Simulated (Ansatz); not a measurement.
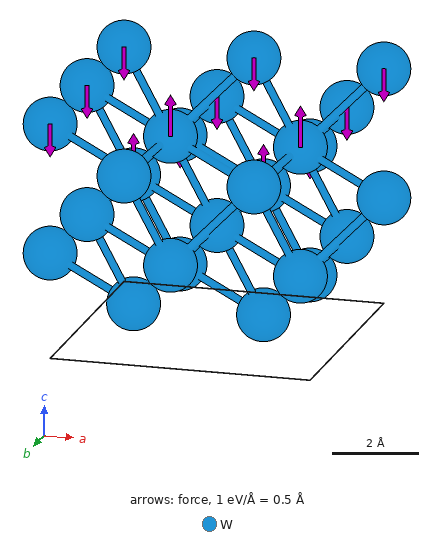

Starting geometry of a slab of composition W (cut from the Im-3m phase) with the computed forces as purple arrows. A ball-and-stick model of the cell of the calculation, outlined in the plane, without the vacuum, seen from a free direction.

Case: clean slab, lower planes held. The slab is the (1 0 0) face of W. 8 atoms are held fixed.

Theory: DFT PBE+D3(BJ), scalar-relativistic, plane waves, PAW (Ansatz 0.2.0).

The input:
```yaml
crystal:
  lattice:
    - [6.3187499359, 0.0, 0.0]
    - [0.0, 6.3187499359, 0.0]
    - [0.0, 0.0, 20.739062452]
  atoms:
    - { symbol: W, position: [0.25, 0.75, 0.3857454993] }
    - { symbol: W, position: [0.25, 0.25, 0.3857454993] }
    - { symbol: W, position: [0.75, 0.75, 0.3857454993] }
    - { symbol: W, position: [0.75, 0.25, 0.3857454993] }
    - { symbol: W, position: [0.5, 0.5, 0.4619151664] }
    - { symbol: W, position: [0.5, 0.0, 0.4619151664] }
    - { symbol: W, position: [0.0, 0.5, 0.4619151664] }
    - { symbol: W, position: [0.0, 0.0, 0.4619151664] }
    - { symbol: W, position: [0.75, 0.25, 0.5380848336] }
    - { symbol: W, position: [0.75, 0.75, 0.5380848336] }
    - { symbol: W, position: [0.25, 0.25, 0.5380848336] }
    - { symbol: W, position: [0.25, 0.75, 0.5380848336] }
    - { symbol: W, position: [0.0, 0.0, 0.6142545007] }
    - { symbol: W, position: [0.0, 0.5, 0.6142545007] }
    - { symbol: W, position: [0.5, 0.0, 0.6142545007] }
    - { symbol: W, position: [0.5, 0.5, 0.6142545007] }
basis:
  ecutwfc: 420
kpoints:
  mp_grid: { grid: [3, 3, 1] }
hamiltonian:
  xc: pbe
  dispersion: d3bj
scf:
  occupations: { method: gaussian, width: 0.1 }
output:
  forces: true
  eigenvalues: true
  write_density: true
  write_potential: true
  elf: true
  volumetric_format: npy
relax:
  adjacent_minimum: "off"
  f_tol: 0.03
  max_steps: 70
  constraints: [{ sites: [0, 1, 2, 3, 4, 5, 6, 7] }]
efield:
  axis: 3
  dipole_correction: true
  ramp_width: 0.04
```

Run as
```bash
ansatz run input.yaml --threads 8 --pin off --max-ram 20480MiB --backend cpu --events-out ev --progress --plain --runs-dir out
```

### Is this structure relaxed? If not, where do the atoms go?

It isn't relaxed: the largest force vector, on W atoms, is 2.05 eV/Å. The atoms end up moving mostly along the starting forces (cosine between the two patterns 0.99). The largest moves, 0.085 Å, are those of W13, W14, W15 and W16. W13 goes along the normal (−c). The lattice vectors keep their values. Among the contacts that change: W10–W13 2.736 → 2.646 Å, W5–W16 3.159 → 3.074 Å, W1–W12 3.159 → 3.235 Å, W5–W10 2.736 → 2.781 Å. Bond angles that change, for instance: W9–W16–W12 109.5° → 115.2°, W9–W16–W10 70.5° → 73.3°. The energy falls by 0.599 eV per cell of the calculation in 3 accepted moves (4 points after the start). Largest force component: 2.1 eV/Å at the start, 0.013 eV/Å at the end. The line search rejected the trial step at point 1 of the run. Cost: 61 s on 8 threads of Intel(R) Xeon(R) Processor @ 2.50GHz (Skylake/Cascade Lake) (shared host), peak memory 1.7 GiB.
